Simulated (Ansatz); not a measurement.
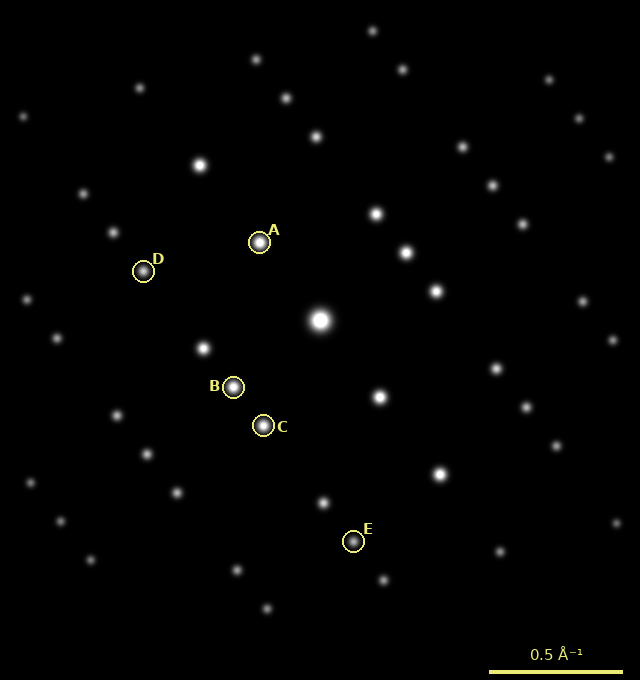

Simulated selected-area electron diffraction pattern (100 kV, kinematic approximation, thin crystal, B = 0.8 Å² for all atoms). The zone axis points towards the electron source and the pattern is seen from the source side.

Crystal: Ge, space group Pm-3n (No. 223), a = 5.42 Å. Structure: coordinates from a relaxation with DFT PBE, scalar-relativistic, plane waves, PAW in Ansatz 0.2.0; the starting structure was generated, so it need not be a known form of this composition.

| atom | site | symmetry | x | y | z |
| --- | --- | --- | --- | --- | --- |
| Ge | 2a | m-3. | 0.5000 | 0.5000 | 0.5000 |
| Ge | 6c | -4m.2 | 0.2500 | 0.0000 | 0.5000 |

Spot A is indexed 0 0 -2 and spot B -1 2 0.

Q: What are the indices of the remaining marked spots?

A: C = −(1/2)A + B = -1 2 1 (d = 2.212 Å). D = (3/2)A + B = -1 2 -3 (d = 1.448 Å). E = −2A + B = -1 2 4 (d = 1.182 Å).

Q: Give [uvw].

A: The cross product of A and B is parallel to [210]; every spot obeys hu + kv + lw = 0.

Q: What are the spacings of A and B and the angle between them?

A: d(A) = 2.709 Å, d(B) = 2.423 Å, and the angle is 90.0°.
